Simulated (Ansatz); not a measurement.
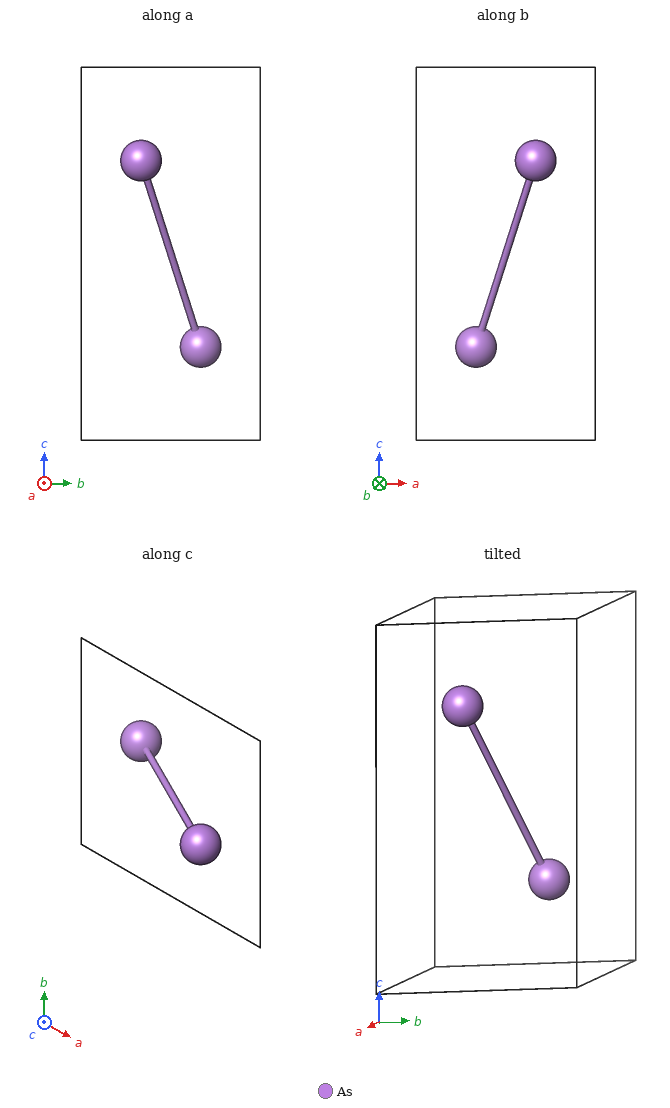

Structure drawing (ball-and-stick), viewed along the a axis, along the b axis, along the c axis and slightly off an axis. Atoms at the boundary of the conventional unit cell (the box) are drawn once for each face, edge or corner they touch.

Lattice parameters: a = 2.9344 Å, b = 2.9344 Å, c = 5.2953 Å, α = 90.000°, β = 90.000°, γ = 120.000°.

Give the structure in the form of a CIF with its space group and independent sites.

```cif
data_structure
_symmetry_space_group_name_H-M 'P 63/m m c'
_symmetry_Int_Tables_number 194
_cell_length_a 2.9344
_cell_length_b 2.9344
_cell_length_c 5.2953
_cell_angle_alpha 90.000
_cell_angle_beta 90.000
_cell_angle_gamma 120.000
_cell_volume 39.49
loop_
_atom_site_label
_atom_site_type_symbol
_atom_site_symmetry_multiplicity
_atom_site_Wyckoff_symbol
_atom_site_fract_x
_atom_site_fract_y
_atom_site_fract_z
_atom_site_occupancy
As1 As 2 c 0.3333 0.6667 0.2500 1
```

It goes back to a structure type filled with this element by a generator (whether the element takes this form wasn't checked). Earlier steps of the study may have refined or changed the cell and positions. A calculation with Ansatz used it as input.

At this level of theory the cell isn't at rest (compressed, at 6 GPa), so its distances can differ from those at equilibrium, the more so the softer the solid.
